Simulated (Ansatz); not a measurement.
# GaN (F-43m): converging the G0W0 gap

Aim: see how the G0W0 gap of GaN (F-43m) on PBE moves with empty bands and screening cutoff, and what each rung costs.

Calculated with Ansatz 0.2.0; G0W0 on PBE, plane waves, PAW; PAW set soft_1.

## Step 1: The structure

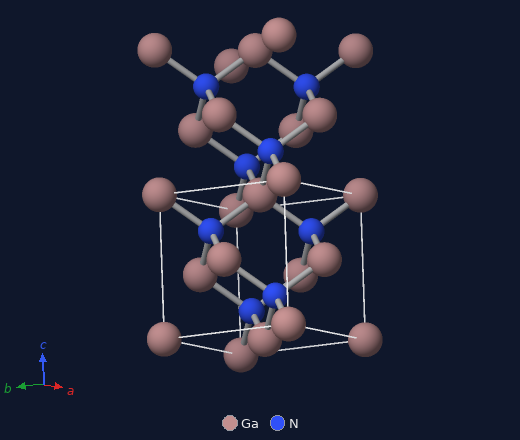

The cell as given, from a free direction (gallium pink, nitrogen blue). 1×1×2 cells are drawn. This picture shows the conventional cell, with its axes. Bonds to atoms that aren't drawn are left out. Some periodic images of atoms are drawn too.

Structure file:

```cif
data_structure
_symmetry_space_group_name_H-M 'P 1'
_symmetry_Int_Tables_number 1
_cell_length_a 3.1869
_cell_length_b 3.1869
_cell_length_c 3.1869
_cell_angle_alpha 60.000
_cell_angle_beta 60.000
_cell_angle_gamma 60.000
_cell_volume 22.89
loop_
_atom_site_label
_atom_site_type_symbol
_atom_site_fract_x
_atom_site_fract_y
_atom_site_fract_z
_atom_site_occupancy
Ga1 Ga 0.00000 0.00000 0.00000 1
N2 N 0.75000 0.75000 0.75000 1
```

The cell and positions are those that the Materials Project relaxed with its own functionals (PBE, PBE+U or r2SCAN), kept fixed. This is not the form that GaN usually takes at ambient conditions.

## Step 2: 24 empty bands, screening to 60 eV

G0W0 replaces the xc potential by the self-energy, built once from these orbitals. Only a window of levels is corrected, while the sums run over the empty bands that the input names. This step takes PAW set soft_1 files.

input.yaml

```yaml
crystal:
  lattice:
    - [0.0, 2.2535006075, 2.2535006075]
    - [2.2535006075, 0.0, 2.2535006075]
    - [2.2535006075, 2.2535006075, 0.0]
  atoms:
    - { symbol: Ga, position: [0.0, 0.0, 0.0] }
    - { symbol: "N", position: [0.75, 0.75, 0.75] }
kpoints:
  mp_grid: { grid: [6, 6, 6] }
hamiltonian:
  xc: pbe
  pseudopotentials: { kind: paw, azcp: { folder: soft_1 } }
scf:
  occupations: { method: fixed }
gw:
  n_empty_bands: 24
  ecut_chi: 60
  qp_bands: [v2, c2]
  qp_kpoints: band_edges
  screening: { model: contour_deformation }
```

Started as:

```console
> ansatz run input.yaml --threads 3 --pin off --max-ram 92160MiB --backend cuda --events-out ev --progress --plain --runs-dir out --devices 1 --max-vram 13GiB
```

Numbers of over 12 decimals in the logs are rounded to 6 here.

Log:

```text
GPUs: using 1 of 1 available (devices: 1).
Engine: ansatz 0.2.0, x86_64-unknown-linux-gnu
Pseudopotentials: kind: paw
Pseudopotential: Ga, paw, valence charge 13, recommended cutoff 420 eV (normal), soft_1/Ga.paw.azcp
Pseudopotential: N, paw, valence charge 5, recommended cutoff 420 eV (normal), soft_1/N.paw.azcp
Functional definition: PBE
  parameter kappa = 0.804
  parameter beta = 0.066725
  exchange = pbe_x(kappa = kappa, mu = beta*pi^2/3)
  correlation = pbe_c(beta = beta)
device memory: the entry about to start is reckoned to put 0.4 GiB on a device that reports 62.2 GiB free (of which the cap on the GPU budget leaves the run 13.0 GiB)
GPU FFT provider: cuFFT
GPU libraries: cuBLAS 13.8.2, cuFFT 12.4.0, cuSOLVER 12.3.4
Crystal: 2 atoms, lattice volume = 22.888 Å³
Basis set: ecut = 420 eV, 459 PW (Γ)
Bands: 13, of which v1, the nominal top of the filled ones, is band 9 counted from 1 (8 counted from 0)
Symmetry: 24 space group operations
Space group: F-43m (ITA 216), of the structure as read, at distance tolerance 2.8e-5 Å
k-points: 16 of 216 (time reversal used)
Non-local potential: Ga, projectors of the file, l = 0: 2, l = 1: 2, l = 2: 3, l = 3: 1
Non-local potential: N, projectors of the file, l = 0: 2, l = 1: 2, l = 2: 1
PAW form: soft (Blöchl's): semilocal exchange-correlation on the pseudo side does not see the compensation charge
PAW one-centre angular grid: Ga, 590 points (default); XC on 64 Gauss nodes
PAW one-centre angular grid: N, 110 points (default); XC on 64 Gauss nodes
Initial density: superposition of atomic densities (chi_scale 0.1, normalization cell, long waves kept (reshape's long-wave potential 0.00 eV rms))
Initial wavefunctions: pseudopotential atomic-orbital guess
GPU buffer pool allocated for 13824 grid points (all kernels)
GPU transforms: local potential and band sums: pruned to the plane-wave sphere, on 24×24×24
Functional: x = pbe(κ = 0.804, μ = 0.219515), c = pbe(β = 0.066725)
SCF iter   1: F=—  HF=-4168.580142 eV  |F-HF|=—  |Δ(HF+E_count)|=         —  Δρ=1.12e-1  dr2=2.52e0  ethr=3.10e-3  ⟨swp⟩=4.0  Hψ=971  notcnv=0  defer=23
preconditioner: auto → none  [insulator: Δε(μ)=2.563 eV  Ē_g=19.108 eV  n_scr=8 (ndim 8)  ℏωp=32.9 eV  f_vac=0.000  ε∞_Penn≈4.0]
SCF iter   2: F=—  HF=-4168.026373 eV  |F-HF|=—  |Δ(HF+E_count)|=   5.54e-1  Δρ=6.15e-2  dr2=5.31e-1  ethr=3.10e-3  ⟨swp⟩=2.1  Hψ=527  notcnv=0  defer=4
SCF iter   3: F=—  HF=-4167.903265 eV  |F-HF|=—  |Δ(HF+E_count)|=   1.23e-1  Δρ=2.05e-2  dr2=4.69e-2  ethr=2.95e-3  ⟨swp⟩=2.0  Hψ=377  notcnv=0  defer=30
SCF iter   4: F=—  HF=-4167.901265 eV  |F-HF|=—  |Δ(HF+E_count)|=   2.00e-3  Δρ=7.85e-3  dr2=6.34e-3  ethr=2.61e-4  ⟨swp⟩=2.0  Hψ=370  notcnv=0  defer=30
SCF iter   5: F=—  HF=-4167.898470 eV  |F-HF|=—  |Δ(HF+E_count)|=   2.80e-3  Δρ=7.38e-4  dr2=5.48e-5  ethr=3.52e-5  ⟨swp⟩=2.0  Hψ=376  notcnv=0  defer=30
SCF iter   6: F=—  HF=-4167.898507 eV  |F-HF|=—  |Δ(HF+E_count)|=   3.69e-5  Δρ=2.17e-4  dr2=5.40e-6  ethr=3.05e-7  ⟨swp⟩=2.0  Hψ=502  notcnv=0  defer=28
SCF iter   7: F=-4167.898508 eV  HF=-4167.898508 eV  |F-HF|=3.90e-8  |Δ(HF+E_count)|=   1.10e-6  Δρ=2.73e-5  dr2=7.23e-8  ethr=5.56e-10  ⟨swp⟩=3.8  Hψ=912  notcnv=0
SCF 1 converged in 7 iterations: F = -4167.898508 eV  dr2 = 7.23e-8
  greatest PAW one-centre occupation: 0.995 electrons in one spin orbital (limit 2), on the Ga atom at site 0 (counted from 0), in its partial waves of l = 2
device memory: the entry about to start is reckoned to put 0.5 GiB on a device that reports 61.5 GiB free (of which the cap on the GPU budget leaves the run 13.0 GiB)
NSCF: frozen V_eff on 16 k-points, pencils in batches of 32, up to order 52
the band table was solved once the SCF had ended and its energy, with any forces and stress, was formed, with the checks that follow a solve (1226 applications of the Hamiltonian). They found nothing against the state; the energy, forces and stress were not computed again (output.eigenvalues in the input reference)
device memory: the entry about to start is reckoned to put 0.9 GiB on a device that reports 61.0 GiB free (of which the cap on the GPU budget leaves the run 13.0 GiB)
NSCF: frozen V_eff on 16 k-points
G₀W₀ screening: q 1/16
[... further progress lines ...]
device memory: the entry about to start is reckoned to put 0.3 GiB on a device that reports 60.6 GiB free (of which the cap on the GPU budget leaves the run 13.0 GiB)
NSCF: frozen V_eff on 1 k-points
device memory: the entry about to start is reckoned to put 0.3 GiB on a device that reports 60.6 GiB free (of which the cap on the GPU budget leaves the run 13.0 GiB)
NSCF: frozen V_eff on 1 k-points
SCF converged after 7 iterations
Free energy (F): -4167.898508 eV
Harris-Foulkes:  -4167.898508 eV  (|F-HF|=3.90e-8)
Internal energy: -4167.898508 eV  (E = F + TS)
E sigma→0 (E₀):  -4167.898508 eV
Fermi energy:    9.643192 eV
--- Per-component energies (eV) ---
  E_band       = -5.778965
  E_kinetic    = 240.861782
  E_local      = -1414.469760  (includes V_loc(G=0)·N_el)
  E_nonlocal   = -54.737378
  E_hartree    = 894.762485
  E_xc         = -122.346110
  E_vxc        = -130.975521  (∫ρ·V_xc dr)
  E_paw        = -2124.535386  (= ΣΔE_a)
  E_vpaw       = -435.989621  (= ΣTr[D̂ρ^β])
  E_aug_tail   = 0.000814  (compensation charges beyond the density's cutoff)
  E_ewald      = -1587.434954
  E_smearing   = -0.000000  (= −TS)
  E_closure    = -0.000000  (closes the sum)
  Σ components = -4167.898508   (vs F -4167.898508, Δ=0.00e0)
--- Band table (eV; the first three rows and the last of 16) ---
  k-point 0: bands = [... 5 lower, -3.5295, 9.6432, 9.6432, 9.6432, 11.3598, 19.9572, 19.9572, 19.9572]
  k-point 1: bands = [... 5 lower, -3.5309, 7.3592, 9.3721, 9.3721, 12.9712, 18.9074, 20.3123, 20.3123]
  k-point 2: bands = [... 5 lower, -3.0440, 4.2865, 8.8919, 8.8919, 14.1041, 18.2822, 20.2797, 20.2797]
  k-point 15: bands = [... 5 lower, -1.6207, 3.8140, 6.2140, 6.2161, 14.9389, 17.5514, 20.9493, 20.9996]
--- G₀W₀: contour deformation, 6 samples at zero and on the imaginary axis and 3 off it, 216 q-points, 24 empty bands' worth ---
  eigenvalues of the whole cell's RPA ε∞ on this k-mesh (on a slab, of 1 + 4πα/V) = 6.7323, 6.7323, 6.7323; static W/v taken at q = 0 is 0.148537
  bands read: the sum over 33 bands ends inside a degenerate multiplet in 3 slots, whose members it reads at an even weight; the widest, k=0: bands 33 to 35 (counted from 1) at 1/3 each
  gw.qp_kpoints: band_edges: 8 of 16 stored k-points solved, in 1 pass; an edge of the gap read off the rows below is read off those points alone
    valence top: of the k-points left out ik 4 came nearest to being solved in a further pass, in band 8 (counted from 1, as in the quasiparticle table): it holds the edge there only if its correction is more favourable than any solved in that band by at least 0.790 eV; those differ by 0.431 eV
    conduction bottom: of the k-points left out ik 4 came nearest to being solved in a further pass, in band 10 (counted from 1, as in the quasiparticle table): it holds the edge there only if its correction is more favourable than any solved in that band by at least 1.683 eV; those differ by 0.791 eV
  `?` marks the rows in doubt; gw_qp.tsv's column doubts and the gw_qp event give each row's grounds
    ik  band        ε_KS         Σx   Σc(E_QP)       V_xc       Z   E_QP_lin       E_QP  E_QP is
     0     8      9.6432   -23.8986     3.5212   -20.2668  0.7703     9.5324     9.5327  root
     0     9      9.6432   -23.8986     3.5212   -20.2668  0.7703     9.5324     9.5327  root
     0    10     11.3598   -11.4771    -3.4168   -15.7129  0.8041    12.1920    12.1787  root
     0    11     19.9572    -7.8736    -4.9174   -13.9060  0.7911    21.1091    21.0721  root
     1     8      9.3721   -23.6003     3.5762   -19.8786  0.7693     9.2263     9.2266  root
     1     9      9.3721   -23.6003     3.5762   -19.8786  0.7693     9.2263     9.2266  root
     1    10     12.9712   -11.7743    -3.5069   -16.2814  0.7941    13.9954    13.9715  root
     1    11     18.9074    -8.2737    -4.8826   -14.2986  0.7868    20.0919    20.0496  root
     2     8      8.8919   -23.1021     3.6840   -19.2238  0.7670     8.6970     8.6977  root
     2     9      8.8919   -23.1021     3.6840   -19.2238  0.7670     8.6970     8.6977  root
     2    10     14.1041   -10.3496    -4.1083   -15.5087  0.7999    15.1838    15.1548  root
     2    11     18.2822    -8.9725    -5.1183   -15.2928  0.7641    19.5338    19.4841  root
     3     8      8.6759   -22.8716     3.7307   -18.9298  0.7658     8.4640     8.4649  root
     3     9      8.6759   -22.8716     3.7307   -18.9298  0.7658     8.4640     8.4649  root
     3    10     14.2786   -10.1039    -4.1480   -15.2776  0.8063    15.3309    15.3042  root
     3    11     18.3668    -8.9808    -5.3743   -15.5284  0.7441    19.5885    19.5401  root
     8     8      7.9095   -22.1492     3.7559   -18.0458  0.7625     7.5595     7.5621  root
     8     9      9.2389   -23.4341     3.6133   -19.6720  0.7685     9.0897     9.0901  root
     8    10     14.4204   -11.2551    -4.0478   -16.4682  0.7854    15.6270    15.5857  root
     8    11     18.3090    -9.2084    -4.8041   -15.1925  0.7844    19.5348    19.4890  root
     9     8      7.5259   -21.8250     3.9166   -17.5534  0.7585     7.1682     7.1709  root
     9     9      7.5259   -21.8250     3.9166   -17.5534  0.7585     7.1682     7.1709  root
     9    10     13.8827    -8.6682    -3.9570   -13.2368  0.8055    14.5016    14.4942  root
     9    11     16.6160   -10.1652    -4.5217   -15.9556  0.7966    17.9394    17.8847  root
    12     8      6.9421   -21.2116     4.0254   -16.8008  0.7540     6.5532     6.5567  root
    12     9      6.9421   -21.2116     4.0254   -16.8008  0.7540     6.5532     6.5567  root
    12    10     12.9932    -8.6701    -3.7730   -12.8177  0.8149    13.3702    13.3678  root
    12    11     16.3074    -9.8784    -4.3674   -15.3649  0.8043    17.4631    17.4265  root
    14     8      5.9304   -21.2116     4.1799   -16.4901  0.7428     5.3798     5.3888  root
    14     9      7.2735   -21.4482     3.8764   -17.1657  0.7581     6.8636     6.8673  root
    14    10     16.1655    -9.3431    -4.2804   -14.4192  0.7878    16.9773    16.9611  root
    14    11     17.1580   -10.6567    -4.8846   -16.9566  0.7741    18.6662    18.5734  root ?
```

Run time: 13 s. Hardware: 1 × NVIDIA H100 80GB HBM3 (shared by 6 runs) with 3 threads of AMD EPYC 7R13 (Zen 3), shared host; peak memory 0.98 GiB; 7.3 s of CPU time.

In the SCF lines HF is the Harris–Foulkes energy and dr2 the Hartree energy of the density residual, in eV; the loop may stop once dr2 is under the threshold and the program's other checks hold. Hψ counts applications of the Hamiltonian.

Numbers from this step:

* bands summed: 33
* RPA ε∞ on this mesh (eigenvalues): 6.732, 6.732, 6.732
* plane waves in the screening matrix: 27
* q-points in the mesh: 216
* G0W0 gap on the mesh: 2.646 eV
* k of the valence top: 0, 0, 0
* k of the conduction bottom: 0, 0, 0
* starting gap on the mesh: 1.717 eV
* Z at the valence top: 0.7703
* Z at the conduction bottom: 0.8041
* least direct G0W0 gap on the computed points: 2.646 eV

The gap on the mesh goes from 1.72 eV to 2.65 eV, a correction of +0.93 eV. Between the two edge states, bare exchange in place of the xc potential would open the gap by 7.87 eV, and correlation takes back 6.94 eV.

## Step 3: 68 empty bands, screening to 120 eV

Bands and screening cutoff are moved together, since each hides the error of the other.

input.yaml: that of step 2 with these lines changed.

```diff
@@ -16,4 +16,4 @@
 gw:
-  n_empty_bands: 24
-  ecut_chi: 60
+  n_empty_bands: 68
+  ecut_chi: 120
   qp_bands: [v2, c2]
```

Log:

```text
GPUs: using 1 of 1 available (devices: 1).
[...]
GPU FFT provider: cuFFT
GPU libraries: cuBLAS 13.8.2, cuFFT 12.4.0, cuSOLVER 12.3.4
Crystal: 2 atoms, lattice volume = 22.888 Å³
Basis set: ecut = 420 eV, 459 PW (Γ)
Bands: 13, of which v1, the nominal top of the filled ones, is band 9 counted from 1 (8 counted from 0)
Symmetry: 24 space group operations
[...]
k-points: 16 of 216 (time reversal used)
[...]
GPU buffer pool allocated for 13824 grid points (all kernels)
[...]
SCF iter   1: F=—  HF=-4168.580142 eV  |F-HF|=—  |Δ(HF+E_count)|=         —  Δρ=1.12e-1  dr2=2.52e0  ethr=3.10e-3  ⟨swp⟩=4.0  Hψ=971  notcnv=0  defer=23
[...]
SCF iter   7: F=-4167.898508 eV  HF=-4167.898508 eV  |F-HF|=3.90e-8  |Δ(HF+E_count)|=   1.10e-6  Δρ=2.73e-5  dr2=7.23e-8  ethr=5.56e-10  ⟨swp⟩=3.8  Hψ=912  notcnv=0
SCF 1 converged in 7 iterations: F = -4167.898508 eV  dr2 = 7.23e-8
[...]
NSCF: frozen V_eff on 16 k-points, pencils in batches of 32, up to order 52
[...]
NSCF: frozen V_eff on 16 k-points
G₀W₀ screening: q 1/16
[... further progress lines ...]
[...]
SCF converged after 7 iterations
Free energy (F): -4167.898508 eV
[...]
Internal energy: -4167.898508 eV  (E = F + TS)
E sigma→0 (E₀):  -4167.898508 eV
Fermi energy:    9.643192 eV
[...]
--- Band table (eV; the first three rows and the last of 16) ---
  k-point 0: bands = [... 5 lower, -3.5295, 9.6432, 9.6432, 9.6432, 11.3598, 19.9572, 19.9572, 19.9572]
  k-point 1: bands = [... 5 lower, -3.5309, 7.3592, 9.3721, 9.3721, 12.9712, 18.9074, 20.3123, 20.3123]
  k-point 2: bands = [... 5 lower, -3.0440, 4.2865, 8.8919, 8.8919, 14.1041, 18.2822, 20.2797, 20.2797]
  k-point 15: bands = [... 5 lower, -1.6207, 3.8140, 6.2140, 6.2161, 14.9389, 17.5514, 20.9493, 20.9996]
[...]
0     8      9.6432   -23.8986     3.1361   -20.2668  0.7647     9.1428     9.1475  root
     0     9      9.6432   -23.8986     3.1361   -20.2668  0.7647     9.1428     9.1475  root
     0    10     11.3598   -11.4771    -3.6547   -15.7129  0.7984    11.9465    11.9409  root
     0    11     19.9572    -7.8736    -5.3159   -13.9060  0.7907    20.6853    20.6736  root
     1     8      9.3721   -23.6003     3.1951   -19.8786  0.7640     8.8402     8.8456  root
     1     9      9.3721   -23.6003     3.1951   -19.8786  0.7640     8.8402     8.8456  root
     1    10     12.9712   -11.7743    -3.8300   -16.2814  0.7892    13.6570    13.6484  root
     1    11     18.9074    -8.2737    -5.2783   -14.2986  0.7862    19.6681    19.6540  root
[...]
14     8      5.9304   -21.2116     3.9068   -16.4901  0.7407     5.0931     5.1157  root
    14     9      7.2735   -21.4482     3.5512   -17.1657  0.7550     6.5284     6.5421  root
    14    10     16.1655    -9.3431    -4.5504   -14.4192  0.7867    16.6972    16.6912  root
    14    11     17.1580   -10.6567    -5.3041   -16.9566  0.7705    18.1836    18.1539  root
```

The job ended after 10 s (1 × NVIDIA H100 80GB HBM3 (shared by 6 runs) with 3 threads; peak memory 0.98 GiB; 9.4 s of CPU time).

This step gave:

```yaml
bands_summed: 77
rpa_eps_infinity_on_this_mesh_eigenvalues: 6.641, 6.641, 6.641
plane_waves_in_the_screening_matrix: 65
q_points_in_the_mesh: 216
g0w0_gap_on_the_mesh: 2.793 eV
k_of_the_valence_top: 0, 0, 0
k_of_the_conduction_bottom: 0, 0, 0
starting_gap_on_the_mesh: 1.717 eV
z_at_the_valence_top: 0.7647
z_at_the_conduction_bottom: 0.7984
least_direct_g0w0_gap_on_the_computed_points: 2.793 eV
```

Against the run with 6×6×6 mesh, 24 empty bands, screening to 60 eV, PAW set soft_1 files, the gap moves by +0.15 eV.

## Step 4: 146 empty bands, screening to 200 eV

input.yaml: that of step 3 with these lines changed.

```diff
@@ -16,4 +16,4 @@
 gw:
-  n_empty_bands: 68
-  ecut_chi: 120
+  n_empty_bands: 146
+  ecut_chi: 200.0
   qp_bands: [v2, c2]
```

Log:

```text
GPUs: using 1 of 1 available (devices: 1).
[...]
GPU FFT provider: cuFFT
GPU libraries: cuBLAS 13.8.2, cuFFT 12.4.0, cuSOLVER 12.3.4
Crystal: 2 atoms, lattice volume = 22.888 Å³
Basis set: ecut = 420 eV, 459 PW (Γ)
Bands: 13, of which v1, the nominal top of the filled ones, is band 9 counted from 1 (8 counted from 0)
Symmetry: 24 space group operations
[...]
k-points: 16 of 216 (time reversal used)
[...]
1    11     18.9074    -8.2737    -5.4490   -14.2986  0.7856    19.4909    19.4833  root
[...]
14     8      5.9304   -21.2116     3.7409   -16.4901  0.7389     4.9148     4.9498  root
    14     9      7.2735   -21.4482     3.3564   -17.1657  0.7530     6.3232     6.3473  root
    14    10     16.1655    -9.3431    -4.6876   -14.4192  0.7856    16.5571    16.5540  root
    14    11     17.1580   -10.6567    -5.5289   -16.9566  0.7690    17.9448    17.9290  root
[key lines of the parts left out:]
SCF converged after 7 iterations
Free energy (F): -4167.898508 eV
Fermi energy:    9.643192 eV
```

Elapsed: 16 s, on 1 × NVIDIA H100 80GB HBM3 (shared by 6 runs) with 3 threads; peak memory 1.1 GiB; 17 s of CPU time.

This step gave:

```
bands summed                                 : 155
RPA ε∞ on this mesh (eigenvalues)            : 6.601, 6.601, 6.601
plane waves in the screening matrix          : 169
G0W0 gap on the mesh                         : 2.831 eV
k of the valence top                         : 0, 0, 0
k of the conduction bottom                   : 0, 0, 0
starting gap on the mesh                     : 1.717 eV
least direct G0W0 gap on the computed points : 2.831 eV
```

Against the run with 6×6×6 mesh, 68 empty bands, screening to 120 eV, PAW set soft_1 files, the gap moves by +0.04 eV.

## Step 5: Changing the k mesh: 4×4×4 mesh, 68 empty bands, screening to 120 eV, PAW set soft_1 files

Only the mesh changes. It samples the long-range screening, which converges on its own terms. Bands and cutoff differ from the step before, so it is read against an earlier run that matches them.

input.yaml: that of step 4 with these lines changed.

```diff
@@ -9,3 +9,3 @@
 kpoints:
-  mp_grid: { grid: [6, 6, 6] }
+  mp_grid: { grid: [4, 4, 4] }
 hamiltonian:
@@ -16,4 +16,4 @@
 gw:
-  n_empty_bands: 146
-  ecut_chi: 200.0
+  n_empty_bands: 68
+  ecut_chi: 120
   qp_bands: [v2, c2]
```

Log:

```text
GPUs: using 1 of 1 available (devices: 1).
[...]
GPU FFT provider: cuFFT
GPU libraries: cuBLAS 13.8.2, cuFFT 12.4.0, cuSOLVER 12.3.4
Crystal: 2 atoms, lattice volume = 22.888 Å³
Basis set: ecut = 420 eV, 459 PW (Γ)
Bands: 13, of which v1, the nominal top of the filled ones, is band 9 counted from 1 (8 counted from 0)
Symmetry: 24 space group operations
[...]
k-points: 8 of 64 (time reversal used)
[...]
1    11     18.4453    -8.6996    -5.4387   -14.8300  0.7594    19.1550    19.1370  root
[...]
6     8      6.9742   -21.2968     3.8435   -16.7873  0.7372     6.2920     6.3083  root
     6     9      6.9742   -21.2968     3.8435   -16.7873  0.7372     6.2920     6.3083  root
     6    10     13.0010    -8.5485    -4.1183   -12.8062  0.7952    13.1408    13.1403  root
     6    11     16.3199    -9.7970    -4.8884   -15.3440  0.7854    16.9931    16.9784  root
[key lines of the parts left out:]
SCF converged after 7 iterations
Free energy (F): -4167.839548 eV
Fermi energy:    9.685740 eV
```

The job ended after 8.9 s (1 × NVIDIA H100 80GB HBM3 (shared by 6 runs) with 3 threads; peak memory 0.98 GiB; 5 s of CPU time).

Numbers from this step:

```yaml
bands_summed: 77
rpa_eps_infinity_on_this_mesh_eigenvalues: 9.830, 9.830, 9.830
plane_waves_in_the_screening_matrix: 65
g0w0_gap_on_the_mesh: 2.673 eV
k_of_the_valence_top: 0, 0, 0
k_of_the_conduction_bottom: 0, 0, 0
starting_gap_on_the_mesh: 1.699 eV
least_direct_g0w0_gap_on_the_computed_points: 2.673 eV
```

Against the run with 6×6×6 mesh, 68 empty bands, screening to 120 eV, PAW set soft_1 files, the gap moves by −0.12 eV.

[end of part 1 of 2]

[Paths, hosts, dates, memory and timing lines, banners, echoed tables and standing remarks are left out of the program output.]

[Logs are printed without paths, hosts, clocks, repeated set-up lines and the standing remarks that a program may print on its own settings, such as how far it seeks lower states.]

[Runs of the session that timed out or met a known fault of the program may be left out.]

[Cells called generated may have been cut or substituted from an entry of the Crystallography Open Database or the Materials Project.]

[Hosts, paths, dates, database ids (printed as entryN), source tags and the programs' standing remarks are cut or masked in the printed files.]
